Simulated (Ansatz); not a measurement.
Ru (P6/mmm, No. 191): coordinates from a relaxation with Ansatz, DFT, PBE, plane waves (420 eV) with PAW, scalar-relativistic; the starting structure was generated, so it need not be a known form of this composition.

```xyz
3
Lattice="4.2688 0.0000 0.0000 -2.1344 3.6969 0.0000 0.0000 0.0000 2.6820" Properties=species:S:1:pos:R:3 pbc="T T T"
Ru    0.0000    0.0000    0.0000
Ru    0.0000    2.4646    1.3410
Ru    2.1344    1.2323    1.3410
```

Q: What will a dark-field STEM-like image along [100] show? The image is simulated as a sum over atoms of Z^1.7, blurred by a 0.76 Å probe (no channelling). The probe carries 15 % of its weight in a tail 2.5 times as wide. Shot noise was added.

A: The columns repeat on a rectangular net of 2.68 × 3.70 Å (plane group p2mm). All columns are alike (Ru). The shortest distance between visible columns is 1.23 Å in projection. Along the beam the structure repeats every 4.27 Å.

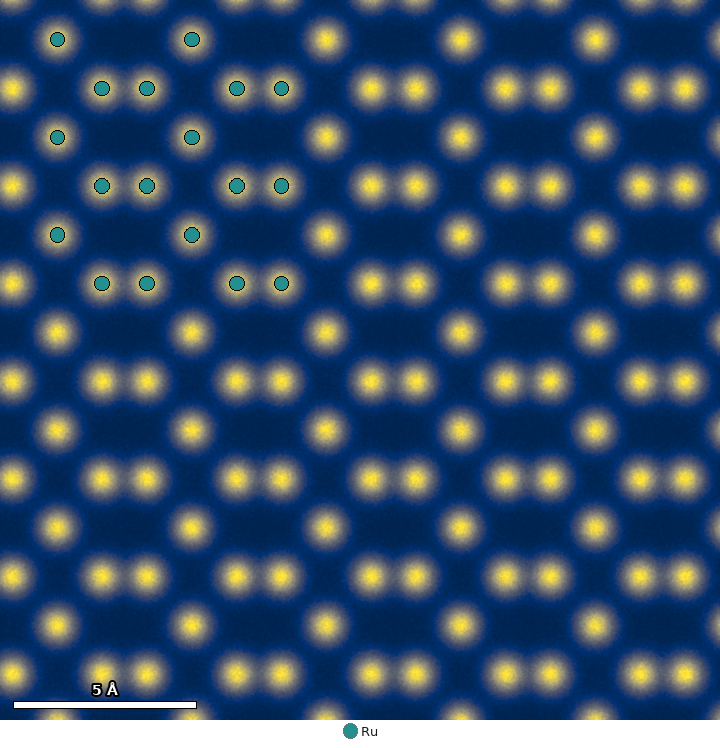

The simulated image, with the columns of the model marked in one corner.
